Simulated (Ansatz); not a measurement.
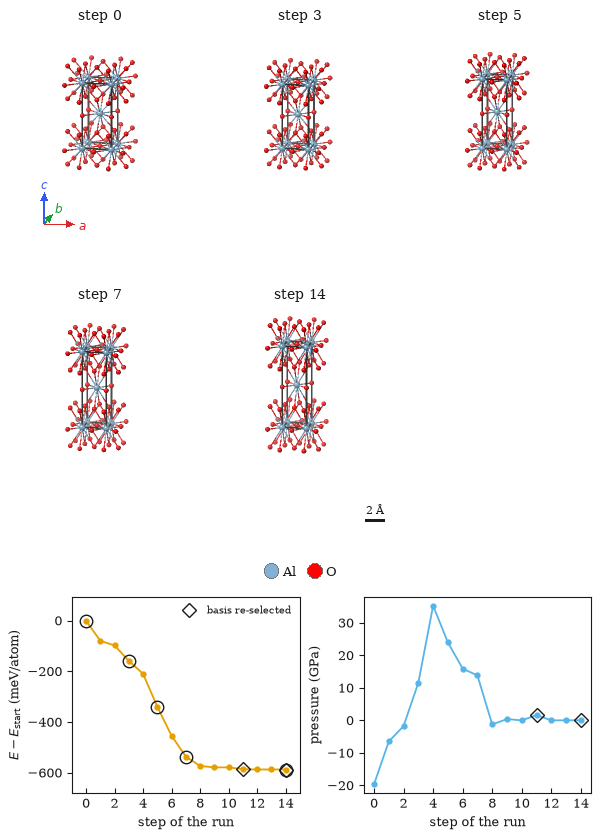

Frames of a relaxation of a crystal of AlO₃ (built on the TiAl3 (D0_22)_139 type) (coarse preliminary run), marked on the history of the run. Style: ball-and-stick. Shown: the conventional cell (2 times the calculation's cell), slightly off an axis. Lengths and directions refer to the drawn axes.

Case: TiAl3 (D0_22) type (I4/mmm, No. 139).

All numbers below come from DFT r2SCAN, scalar-relativistic, plane waves, PAW (Ansatz).

Input
```yaml
crystal:
  lattice:
    - [-1.6178156709, 1.6178156709, 3.613822018]
    - [1.6178156709, -1.6178156709, 3.613822018]
    - [1.6178156709, 1.6178156709, -3.613822018]
  atoms:
    - { symbol: Al, position: [0.0, 0.0, 0.0] }
    - { symbol: O, position: [0.5, 0.5, 0.0], spin: 0.89 }
    - { symbol: O, position: [0.25, 0.75, 0.5], spin: 1.25 }
    - { symbol: O, position: [0.75, 0.25, 0.5], spin: 1.25 }
basis:
  ecutwfc: 500
kpoints:
  mp_grid: { grid: [8, 8, 8] }
hamiltonian:
  xc: r2scan
scf:
  occupations: { method: gaussian, width: 0.1 }
  lower_state_search: "off"
output:
  forces: true
  stress: true
  eigenvalues: true
  populations: true
magnetization:
  spin_polarized: true
relax:
  adjacent_minimum: "off"
  f_tol: 0.04
  max_steps: 70
  cell: { stress_tol: 0.4 }
```

Run as
```bash
ansatz run input.yaml --threads 1 --pin off --max-ram 2560MiB --backend cpu --events-out ev --progress --plain --runs-dir out
```

Question: Describe the path.

Answer: No atom moves by more than 0.005 Å relative to the cell. Cell: a = b 3.236 → 2.679 Å (−17.2 %), c 7.228 → 8.965 Å (+24.0 %). Volume −15.0 %. Near-neighbour distances that change, for instance: Al1–O2 2.288 → 1.894 Å, Al1–O3 2.425 → 2.611 Å. The space group stays I4/mmm (No. 139). The energy falls by 587 meV per atom in 12 accepted moves (14 points after the start). All forces vanish by symmetry, so only the cell relaxes. Pressure: −19.70 GPa at the start and 0.01 GPa at the end. At 2 points the geometry stayed and the basis and grid were re-selected for the new cell (energy shift of 7.1 meV per atom at most each time). The program noted that the starting moments weren't kept. From step 0 to 3: volume −21.3 %, energy −159 meV per atom. From step 3 to 5: volume −4.7 %, energy −181 meV per atom. From step 5 to 7: volume +4.9 %, energy −197 meV per atom. From step 7 to 14: volume +8.1 %, energy −50.9 meV per atom.

```csv
step,"E − E(0), meV/atom","pressure, GPa","volume, Å³/atom",note
0,0.00,-19.70,9.459,
1,-79.72,-6.51,8.528,
2,-97.97,-1.76,8.128,
3,-158.74,11.54,7.442,
4,-209.89,35.27,6.860,
5,-339.70,23.94,7.094,
6,-454.15,15.91,7.309,
7,-536.39,13.79,7.440,
8,-573.29,-1.27,7.932,
9,-578.95,0.40,7.936,
10,-578.95,-0.02,7.950,
11,-586.10,1.63,7.950,"same geometry, new basis"
12,-587.24,-0.01,8.035,
13,-587.28,0.01,8.043,
14,-587.32,0.01,8.043,"same geometry, new basis"
```
